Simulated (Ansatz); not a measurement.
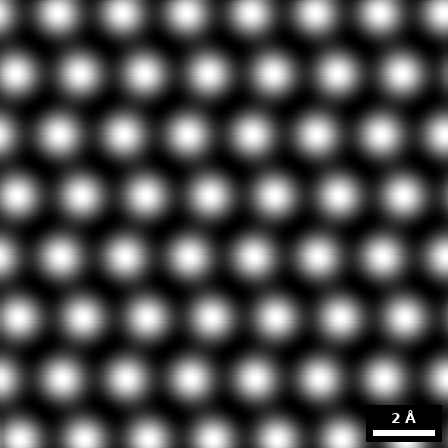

iDPC-like image of a crystal. Simulated as the projected potential of neutral atoms (B = 0.5 Å²) blurred by a 1.11 Å probe, the thin-sample limit of integrated differential phase contrast. A slight drift was added.

Give the net of the columns and its spacings.

The pattern repeats on a rectangular net of 2.1 × 4.0 Å.

What is the plane group of the image?

p2mg: mirror lines in one direction, glide lines across them, twofold points on the glide lines.

How many columns does the smallest repeating cell hold, and how many levels of brightness?

2 columns in the primitive cell of 8.5 Å², all of one brightness.

The crystal is Ni (P6_3/mmc, No. 194) seen along [100]. Structure used: the input geometry of a calculation; the starting structure was generated, so it need not be a known form of this composition.
